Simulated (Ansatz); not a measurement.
Consider HfSi.

Input

```
crystal:
  lattice:
    - [0.0, -3.7751575199, 0.0]
    - [0.0, 0.0, -5.2250393639]
    - [13.7256887746, 0.0, 0.0]
  atoms:
    - { symbol: Hf, position: [0.75, 0.8738698323, 0.0878069373] }
    - { symbol: Hf, position: [0.75, 0.8738698323, 0.5878069373] }
    - { symbol: Hf, position: [0.25, 0.3738698323, 0.1621930627] }
    - { symbol: Hf, position: [0.25, 0.3738698323, 0.6621930627] }
    - { symbol: Hf, position: [0.75, 0.6261301677, 0.3378069373] }
    - { symbol: Hf, position: [0.75, 0.6261301677, 0.8378069373] }
    - { symbol: Hf, position: [0.25, 0.1261301677, 0.4121930627] }
    - { symbol: Hf, position: [0.25, 0.1261301677, 0.9121930627] }
    - { symbol: Si, position: [0.75, 0.360939324, 0.0214316504] }
    - { symbol: Si, position: [0.75, 0.360939324, 0.5214316504] }
    - { symbol: Si, position: [0.25, 0.860939324, 0.2285683496] }
    - { symbol: Si, position: [0.25, 0.860939324, 0.7285683496] }
    - { symbol: Si, position: [0.75, 0.139060676, 0.2714316504] }
    - { symbol: Si, position: [0.75, 0.139060676, 0.7714316504] }
    - { symbol: Si, position: [0.25, 0.639060676, 0.4785683496] }
    - { symbol: Si, position: [0.25, 0.639060676, 0.9785683496] }
basis:
  ecutwfc: 500
kpoints:
  mp_grid: { grid: [10, 8, 3] }
hamiltonian:
  xc: r2scan
scf:
  occupations: { method: gaussian, width: 0.15 }
output:
  forces: true
  stress: true
  eigenvalues: true
  write_density: true
  write_potential: true
  elf: true
  volumetric_format: npy
```

Run with:

```sh
ansatz run input.yaml --threads 2 --pin off --max-ram 5120MiB --backend cpu --events-out ev --progress --plain --runs-dir out
```

Space group Pnma.

Computed with DFT r2SCAN, scalar-relativistic, plane waves, PAW (Ansatz 0.2.0).

What can the converged valence pseudo-density and electron localisation function tell about the bonding?

Answer. Hf–Si (2.70 Å): ρ at the midpoint is about 0.31 e/Å³; the ELF peaks at about 0.70 in the valence shell of Si, 0.9 Å from its nucleus, and is about 0.30 at the midpoint.

Metal or insulator at this level of theory?

Answer. It is gapless in this calculation (a metal or semimetal).

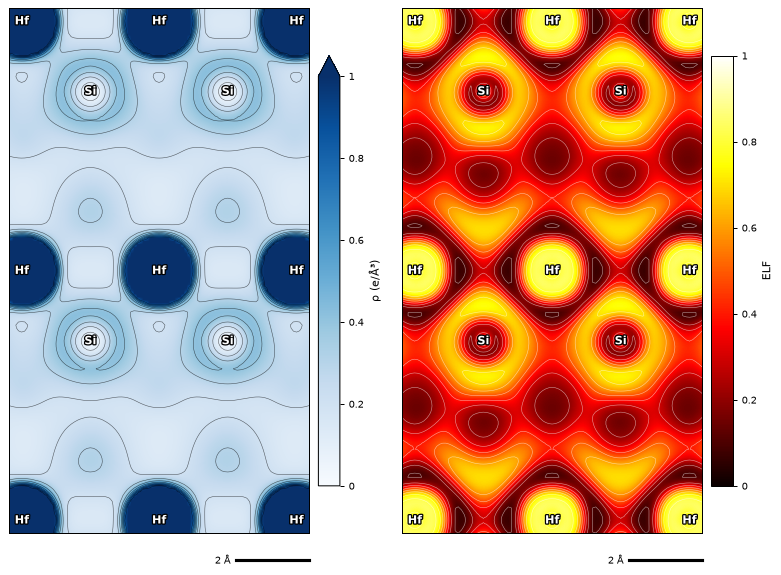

Computed valence pseudo-density and electron localisation function on the (010) plane of the calculation cell, in this order. 

Core electrons are frozen (PAW), and the valence fields are smoothed inside the atomic spheres.
